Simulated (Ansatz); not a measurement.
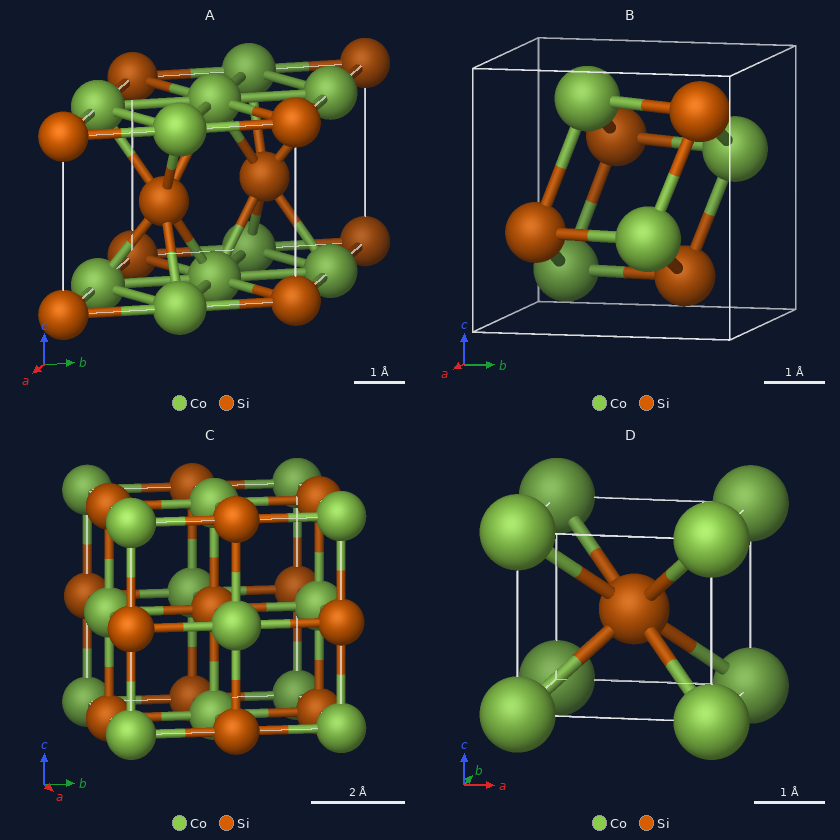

Four structures of CoSi, each relaxed to rest (conventional cells in solid outline, small ones repeated, each panel with its own scale). Method: DFT PBE, scalar-relativistic, plane waves, PAW in Ansatz 0.2.0, without spin polarisation (spin-restricted runs, not always the ground states).

### What are the structures shown?

A: 6 atoms a cell on a primitive hexagonal lattice, P6/mmm; B: 8 atoms a cell on a primitive cubic lattice, P2_13; C: rock salt (NaCl type), Fm-3m; D: 2 atoms a cell on a primitive tetragonal lattice, P4/mmm.

### Rank them by energy, lowest first.

B, then A (+173 meV/atom), D (+215 meV/atom) and C (+708 meV/atom), energies at zero smearing.

### Collect the results in a table.

| panel | structure | E − E(lowest) (meV/atom) | volume (Å³/atom) | gap (eV) |
| --- | --- | --- | --- | --- |
| B | P2_13 | 0 | 10.9 | metal |
| A | P6/mmm | 173 | 12.6 | metal |
| D | P4/mmm | 215 | 10.7 | metal |
| C | Fm-3m | 708 | 12.7 | metal |

Some of these may be structure types tried for this composition rather than known phases, and the most stable form need not be among them. Gaps are taken on the k-mesh or band path of each run.
